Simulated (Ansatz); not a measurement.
**SiO2: field-gradient calculation (part 1 of 2)**

The run: field-gradient calculation of SiO2 (36 atoms in the cell). Method and program: DFT, PBE, plane waves, PAW, no spin polarisation (Ansatz 0.2.0).

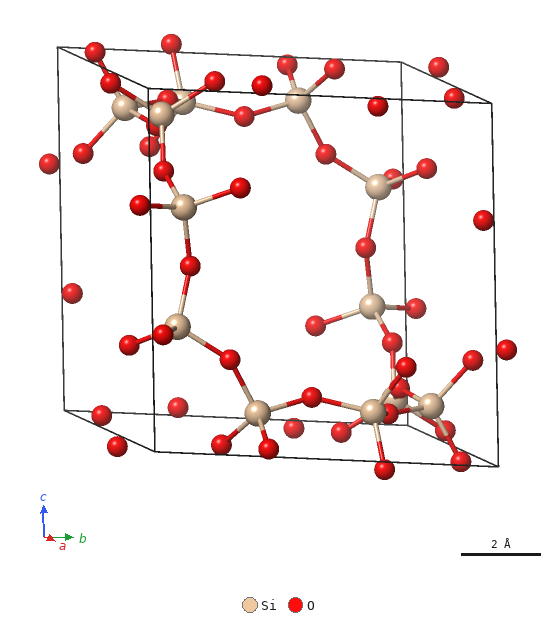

**Figure 1.** The structure (ball-and-stick view of the cell of the calculation, seen slightly off an axis).

**The input**
```yaml
crystal:
  lattice:
    - [6.7984988707, 3.9251151531, 4.9453227949]
    - [-6.7984988707, 3.9251151531, 4.9453227949]
    - [0.0, -7.8502303062, 4.9453227949]
  atoms:
    - { symbol: Si, position: [0.3342762193, 0.1054204825, 0.8752381862] }
    - { symbol: Si, position: [0.1054204825, 0.8752381862, 0.3342762193] }
    - { symbol: Si, position: [0.8752381862, 0.3342762193, 0.1054204825] }
    - { symbol: Si, position: [0.1247618138, 0.8945795175, 0.6657237807] }
    - { symbol: Si, position: [0.8945795175, 0.6657237807, 0.1247618138] }
    - { symbol: Si, position: [0.6657237807, 0.1247618138, 0.8945795175] }
    - { symbol: Si, position: [0.6657237807, 0.8945795175, 0.1247618138] }
    - { symbol: Si, position: [0.8945795175, 0.1247618138, 0.6657237807] }
    - { symbol: Si, position: [0.1247618138, 0.6657237807, 0.8945795175] }
    - { symbol: Si, position: [0.8752381862, 0.1054204825, 0.3342762193] }
    - { symbol: Si, position: [0.1054204825, 0.3342762193, 0.8752381862] }
    - { symbol: Si, position: [0.3342762193, 0.8752381862, 0.1054204825] }
    - { symbol: O, position: [0.2631181805, 0.0, 0.7368818195] }
    - { symbol: O, position: [0.0, 0.7368818195, 0.2631181805] }
    - { symbol: O, position: [0.7368818195, 0.2631181805, 0.0] }
    - { symbol: O, position: [0.7368818195, 0.0, 0.2631181805] }
    - { symbol: O, position: [0.0, 0.2631181805, 0.7368818195] }
    - { symbol: O, position: [0.2631181805, 0.7368818195, 0.0] }
    - { symbol: O, position: [0.6744800195, 0.9761431857, 0.9761431857] }
    - { symbol: O, position: [0.9761431857, 0.9761431857, 0.6744800195] }
    - { symbol: O, position: [0.9761431857, 0.6744800195, 0.9761431857] }
    - { symbol: O, position: [0.0238568143, 0.0238568143, 0.3255199805] }
    - { symbol: O, position: [0.0238568143, 0.3255199805, 0.0238568143] }
    - { symbol: O, position: [0.3255199805, 0.0238568143, 0.0238568143] }
    - { symbol: O, position: [0.2518120148, 0.8933184751, 0.2518120148] }
    - { symbol: O, position: [0.2518120148, 0.2518120148, 0.8933184751] }
    - { symbol: O, position: [0.8933184751, 0.2518120148, 0.2518120148] }
    - { symbol: O, position: [0.1066815249, 0.7481879852, 0.7481879852] }
    - { symbol: O, position: [0.7481879852, 0.1066815249, 0.7481879852] }
    - { symbol: O, position: [0.7481879852, 0.7481879852, 0.1066815249] }
    - { symbol: O, position: [0.5, 0.8469655168, 0.1530344832] }
    - { symbol: O, position: [0.1530344832, 0.5, 0.8469655168] }
    - { symbol: O, position: [0.8469655168, 0.1530344832, 0.5] }
    - { symbol: O, position: [0.5, 0.1530344832, 0.8469655168] }
    - { symbol: O, position: [0.8469655168, 0.5, 0.1530344832] }
    - { symbol: O, position: [0.1530344832, 0.8469655168, 0.5] }
kpoints:
  mp_grid: { grid: [3, 3, 3] }
scf:
  occupations: { method: fermi_dirac, width: 0.02 }
  lower_state_search: standard
hamiltonian:
  xc: pbe
  pseudopotentials: { kind: paw }
output:
  forces: true
  stress: true
  populations: true
  efg: { quadrupole_moments_barn: { O: -0.02558 }, contact_densities: true }
```

Hardware: 4 threads of Arm Neoverse V2, 24 GiB of memory available, shared host.

Launch command:
```bash
ansatz run input.yaml --threads 4 --pin off --max-ram 8192MiB --backend cpu --events-out ev --progress --plain --runs-dir out
```

**Output**
```
Engine: ansatz 0.2.0, aarch64-unknown-linux-gnu
Pseudopotentials: kind: paw
Pseudopotential: Si, paw, valence charge 4, recommended cutoff 420 eV (normal), Si.paw.azcp
Pseudopotential: O, paw, valence charge 6, recommended cutoff 420 eV (normal), O.paw.azcp
Functional definition: PBE
  parameter kappa = 0.804
  parameter beta = 0.06672455060314922
  exchange = pbe_x(kappa = kappa, mu = beta*pi^2/3)
  correlation = pbe_c(beta = beta)
Crystal: 36 atoms, lattice volume = 791.792 Å³
Basis set: ecut = 420 eV, 15545 PW (Γ), exchange–correlation on 128×128×128 points (8 copies of the dense FFT grid, shifted against one another)
Bands: 132, of which v1, the nominal top of the filled ones, is band 96 counted from 1 (95 counted from 0)
Symmetry: 12 space group operations
Space group: R-3m (ITA 166), of the structure as read, at distance tolerance 9.3e-5 Å
k-points: 6 of 27
Non-local potential: Si, projectors of the file, l = 0: 2, l = 1: 2, l = 2: 2
Non-local potential: O, projectors of the file, l = 0: 2, l = 1: 2, l = 2: 1
PAW form: soft (Blöchl's): semilocal exchange-correlation on the pseudo side does not see the compensation charge
PAW one-centre angular grid: Si, 110 points (default); XC on 64 Gauss nodes
PAW one-centre angular grid: O, 110 points (default); XC on 64 Gauss nodes
Initial density: superposition of atomic densities (neutral atoms: chi_scale 0, normalization atom), corrected by the library's trained network
Initial wavefunctions: pseudopotential atomic-orbital guess
Functional: x = pbe(κ = 0.804, μ = 0.2195149727645171), c = pbe(β = 0.06672455060314922)
SCF iter   1: F=—  HF=-21288.728810 eV  |F-HF|=—  |Δ(HF+E_count)|=         —  Δρ=1.71e-3  dr2=2.49e-2  ethr=1.77e-3  ⟨swp⟩=6.7  Hψ=4014  notcnv=0  defer=115
preconditioner: auto → Resta (q_TF=auto, 2.154 Å⁻¹)  ε∞=2.3  [insulator: Δε(μ)=5.827 eV  Ē_g=16.280 eV  σ=0.020 eV  W_gap=1.00  n_scr=128 (ndim 8)  ℏωp=18.3 eV  f_vac=0.454  D(μ)=0.00/eV (n_scr^D=0)  ε∞_Penn≈2.3  vacuum switching on, ρ_ref=1.9e-2 e/Å³]
SCF iter   2: F=—  HF=-21288.739412 eV  |F-HF|=—  |Δ(HF+E_count)|=   1.06e-2  Δρ=7.72e-4  dr2=3.66e-3  ethr=1.30e-5  ⟨swp⟩=3.0  Hψ=1415  notcnv=0  defer=181
SCF iter   3: F=—  HF=-21288.746371 eV  |F-HF|=—  |Δ(HF+E_count)|=   6.96e-3  Δρ=3.22e-4  dr2=9.39e-4  ethr=1.90e-6  ⟨swp⟩=3.0  Hψ=1085  notcnv=0  defer=181
SCF iter   4: F=—  HF=-21288.748596 eV  |F-HF|=—  |Δ(HF+E_count)|=   2.22e-3  Δρ=8.93e-5  dr2=6.05e-5  ethr=4.89e-7  ⟨swp⟩=4.0  Hψ=1102  notcnv=0  defer=181
SCF iter   5: F=—  HF=-21288.748464 eV  |F-HF|=—  |Δ(HF+E_count)|=   1.31e-4  Δρ=3.57e-5  dr2=6.46e-6  ethr=3.15e-8  ⟨swp⟩=2.0  Hψ=1236  notcnv=0  defer=181
SCF iter   6: F=—  HF=-21288.748467 eV  |F-HF|=—  |Δ(HF+E_count)|=   2.77e-6  Δρ=6.80e-6  dr2=2.92e-7  ethr=3.36e-9  ⟨swp⟩=2.2  Hψ=1187  notcnv=0  defer=181
SCF iter   7: F=-21288.748467 eV  HF=-21288.748467 eV  |F-HF|=2.77e-8  |Δ(HF+E_count)|=   3.13e-7  Δρ=2.75e-6  dr2=4.33e-8  ethr=5.21e-11  ⟨swp⟩=18.8  Hψ=5217  notcnv=0
SCF 1 converged in 7 iterations: F = -21288.748467 eV  dr2 = 4.33e-8
  greatest PAW one-centre occupation: 0.862 electrons in one spin orbital (limit 2), on the O atom at site 35 (counted from 0), in its partial waves of l = 0
SCF converged after 7 iterations
Free energy (F): -21288.748467 eV
Harris-Foulkes:  -21288.748467 eV  (|F-HF|=2.77e-8)
Internal energy: -21288.748467 eV  (E = F + TS)
E sigma→0 (E₀):  -21288.748467 eV
Fermi energy:    0.974916 eV
--- Per-component energies (eV) ---
  E_band       = -1676.630051
  E_kinetic    = 4826.300936
  E_local      = -24283.922264  (includes V_loc(G=0)·N_el)
  E_nonlocal   = 1441.164525
  E_hartree    = 10050.680823
  E_xc         = -2449.302871
  E_vxc        = -2842.626094  (∫ρ·V_xc dr)
  E_paw        = -9974.819186  (= ΣΔE_a)
  E_vpaw       = -918.977808  (= ΣTr[D̂ρ^β])
  E_aug_tail   = 0.062379  (compensation charges beyond the density's cutoff)
  E_ewald      = -898.912808
  E_smearing   = -0.000000  (= −TS)
  E_closure    = -0.000000  (closes the sum)
  Σ components = -21288.748467   (vs F -21288.748467, Δ=0.00e0)
--- Forces (eV/Å), atoms counted from 1 ---
  atom   1  Si    -0.00714644    -0.00195485     0.00162117
  atom   2  Si     0.00188027     0.00716642     0.00162117
  atom   3  Si     0.00526617    -0.00521157     0.00162117
  atom   4  Si     0.00188027    -0.00716642    -0.00162117
  atom   5  Si    -0.00714644     0.00195485    -0.00162117
  atom   6  Si     0.00526617     0.00521157    -0.00162117
  atom   7  Si     0.00714644     0.00195485    -0.00162117
  atom   8  Si    -0.00188027    -0.00716642    -0.00162117
  atom   9  Si    -0.00526617     0.00521157    -0.00162117
  atom  10  Si    -0.00188027     0.00716642     0.00162117
  atom  11  Si     0.00714644    -0.00195485     0.00162117
  atom  12  Si    -0.00526617    -0.00521157     0.00162117
  atom  13  O      0.00360561     0.00624509    -0.00000000
  atom  14  O      0.00360561    -0.00624509     0.00000000
  atom  15  O     -0.00721121    -0.00000000     0.00000000
  atom  16  O     -0.00360561    -0.00624509     0.00000000
  atom  17  O     -0.00360561     0.00624509    -0.00000000
  atom  18  O      0.00721121     0.00000000     0.00000000
  atom  19  O     -0.00442044    -0.00255214     0.00208317
  atom  20  O     -0.00000000     0.00510429     0.00208317
  atom  21  O      0.00442044    -0.00255214     0.00208317
  atom  22  O      0.00000000    -0.00510429    -0.00208317
  atom  23  O     -0.00442044     0.00255214    -0.00208317
  atom  24  O      0.00442044     0.00255214    -0.00208317
  atom  25  O     -0.00712582     0.00411409    -0.00353168
  atom  26  O      0.00000000    -0.00822818    -0.00353168
  atom  27  O      0.00712582     0.00411409    -0.00353168
  atom  28  O     -0.00712582    -0.00411409     0.00353168
  atom  29  O      0.00712582    -0.00411409     0.00353168
  atom  30  O     -0.00000000     0.00822818     0.00353168
  atom  31  O      0.00069626    -0.00120596    -0.00000000
  atom  32  O      0.00069626     0.00120596     0.00000000
  atom  33  O     -0.00139252     0.00000000    -0.00000000
  atom  34  O     -0.00069626     0.00120596     0.00000000
  atom  35  O     -0.00069626    -0.00120596    -0.00000000
  atom  36  O      0.00139252    -0.00000000     0.00000000
  max |Σ_I F_I| component: 3.02e-18 eV/Å
--- Stress (GPa, compression-positive) ---
        1.677636      -0.000000      -0.000000
       -0.000000       1.677636       0.000000
       -0.000000       0.000000       1.292629
  P = ⅓ Tr σ = 1.5493 GPa (15.493 kbar)
--- PAW observables at the nuclei: V_zz in 10²¹ V/m², potentials from the cell's mean, atoms counted from 1 ---
  atom   1  Si V_zz =    +0.853154   η = 0.9020   by run symmetry: allowed
            electrostatic potential = -1350.118948 V   contact ρ = 12801.094411 e/Å³
  atom   2  Si V_zz =    +0.853154   η = 0.9020   by run symmetry: allowed
            electrostatic potential = -1350.118948 V   contact ρ = 12801.094408 e/Å³
  atom   3  Si V_zz =    +0.853154   η = 0.9020   by run symmetry: allowed
            electrostatic potential = -1350.118948 V   contact ρ = 12801.094411 e/Å³
  atom   4  Si V_zz =    +0.853154   η = 0.9020   by run symmetry: allowed
            electrostatic potential = -1350.118948 V   contact ρ = 12801.094408 e/Å³
  atom   5  Si V_zz =    +0.853154   η = 0.9020   by run symmetry: allowed
            electrostatic potential = -1350.118948 V   contact ρ = 12801.094411 e/Å³
  atom   6  Si V_zz =    +0.853154   η = 0.9020   by run symmetry: allowed
            electrostatic potential = -1350.118948 V   contact ρ = 12801.094411 e/Å³
  atom   7  Si V_zz =    +0.853154   η = 0.9020   by run symmetry: allowed
            electrostatic potential = -1350.118948 V   contact ρ = 12801.094411 e/Å³
  atom   8  Si V_zz =    +0.853154   η = 0.9020   by run symmetry: allowed
            electrostatic potential = -1350.118948 V   contact ρ = 12801.094408 e/Å³
  atom   9  Si V_zz =    +0.853154   η = 0.9020   by run symmetry: allowed
            electrostatic potential = -1350.118948 V   contact ρ = 12801.094411 e/Å³
  atom  10  Si V_zz =    +0.853154   η = 0.9020   by run symmetry: allowed
            electrostatic potential = -1350.118948 V   contact ρ = 12801.094408 e/Å³
  atom  11  Si V_zz =    +0.853154   η = 0.9020   by run symmetry: allowed
            electrostatic potential = -1350.118948 V   contact ρ = 12801.094411 e/Å³
  atom  12  Si V_zz =    +0.853154   η = 0.9020   by run symmetry: allowed
            electrostatic potential = -1350.118948 V   contact ρ = 12801.094411 e/Å³
  atom  13  O  V_zz =    +9.434989   η = 0.1600   by run symmetry: allowed   C_q = -5.8357 MHz
            electrostatic potential = -614.493166 V   contact ρ = 2153.676911 e/Å³
  atom  14  O  V_zz =    +9.434989   η = 0.1600   by run symmetry: allowed   C_q = -5.8357 MHz
            electrostatic potential = -614.493166 V   contact ρ = 2153.676911 e/Å³
  atom  15  O  V_zz =    +9.434989   η = 0.1600   by run symmetry: allowed   C_q = -5.8357 MHz
            electrostatic potential = -614.493166 V   contact ρ = 2153.676911 e/Å³
  atom  16  O  V_zz =    +9.434989   η = 0.1600   by run symmetry: allowed   C_q = -5.8357 MHz
            electrostatic potential = -614.493166 V   contact ρ = 2153.676911 e/Å³
  atom  17  O  V_zz =    +9.434989   η = 0.1600   by run symmetry: allowed   C_q = -5.8357 MHz
            electrostatic potential = -614.493166 V   contact ρ = 2153.676911 e/Å³
  atom  18  O  V_zz =    +9.434989   η = 0.1600   by run symmetry: allowed   C_q = -5.8357 MHz
            electrostatic potential = -614.493166 V   contact ρ = 2153.676911 e/Å³
  atom  19  O  V_zz =    +9.438233   η = 0.0892   by run symmetry: allowed   C_q = -5.8378 MHz
            electrostatic potential = -614.467351 V   contact ρ = 2153.658377 e/Å³
  atom  20  O  V_zz =    +9.438233   η = 0.0892   by run symmetry: allowed   C_q = -5.8378 MHz
            electrostatic potential = -614.467351 V   contact ρ = 2153.658377 e/Å³
  atom  21  O  V_zz =    +9.438233   η = 0.0892   by run symmetry: allowed   C_q = -5.8378 MHz
            electrostatic potential = -614.467351 V   contact ρ = 2153.658377 e/Å³
  atom  22  O  V_zz =    +9.438233   η = 0.0892   by run symmetry: allowed   C_q = -5.8378 MHz
            electrostatic potential = -614.467351 V   contact ρ = 2153.658377 e/Å³
  atom  23  O  V_zz =    +9.438233   η = 0.0892   by run symmetry: allowed   C_q = -5.8378 MHz
            electrostatic potential = -614.467351 V   contact ρ = 2153.658377 e/Å³
  atom  24  O  V_zz =    +9.438233   η = 0.0892   by run symmetry: allowed   C_q = -5.8378 MHz
            electrostatic potential = -614.467351 V   contact ρ = 2153.658377 e/Å³
  atom  25  O  V_zz =    +9.585333   η = 0.1759   by run symmetry: allowed   C_q = -5.9287 MHz
            electrostatic potential = -614.574337 V   contact ρ = 2153.362923 e/Å³
  atom  26  O  V_zz =    +9.585333   η = 0.1759   by run symmetry: allowed   C_q = -5.9287 MHz
            electrostatic potential = -614.574337 V   contact ρ = 2153.362923 e/Å³
  atom  27  O  V_zz =    +9.585333   η = 0.1759   by run symmetry: allowed   C_q = -5.9287 MHz
            electrostatic potential = -614.574337 V   contact ρ = 2153.362923 e/Å³
  atom  28  O  V_zz =    +9.585333   η = 0.1759   by run symmetry: allowed   C_q = -5.9287 MHz
            electrostatic potential = -614.574337 V   contact ρ = 2153.362923 e/Å³
  atom  29  O  V_zz =    +9.585333   η = 0.1759   by run symmetry: allowed   C_q = -5.9287 MHz
```
